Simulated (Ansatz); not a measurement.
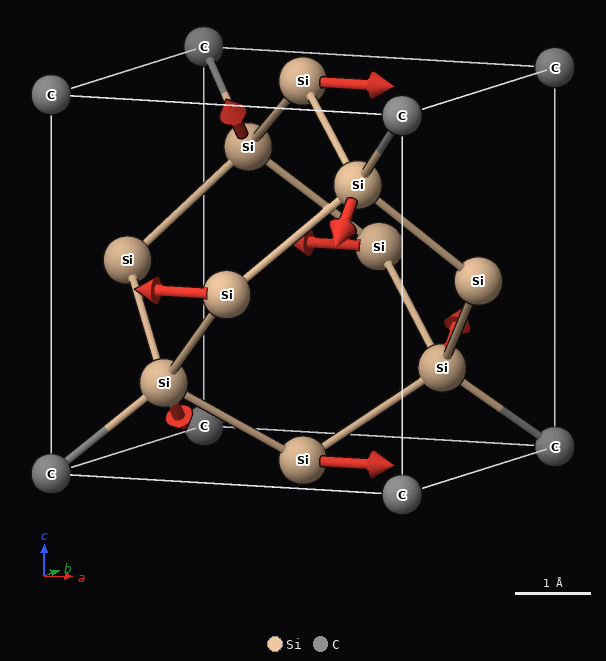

The lowest optical mode of a crystal of Si$_{7}$C (a generated structure), space group P-43m (No. 215), at the zone centre. The red arrows give the relative displacements of the atoms. A ball-and-stick model of the cell of the calculation, seen slightly off an axis.

The calculation used DFT PBEsol, scalar-relativistic, plane waves, PAW in Ansatz. (plane-wave cutoff 420 eV; k-point mesh 8 × 8 × 8; occupations fermi dirac; smearing width 0.15 eV; no spin polarisation)

The frequencies depend somewhat on the k-mesh and the smearing.

Is this crystal at a minimum with respect to the drawn distortion?

Yes: this softest mode has a real frequency, and so have all others here. That speaks for this wave vector alone: the rest of the zone wasn't checked in this run. This is the T₁ mode (triply degenerate; one member of the set is drawn) at 153 cm⁻¹, the lowest optical level, silent by symmetry (neither infrared- nor Raman-active). The C atoms stay at rest; atoms of one kind move against one another, with no net shift of any sublattice; it mainly bends the Si–Si, C–Si bonds.
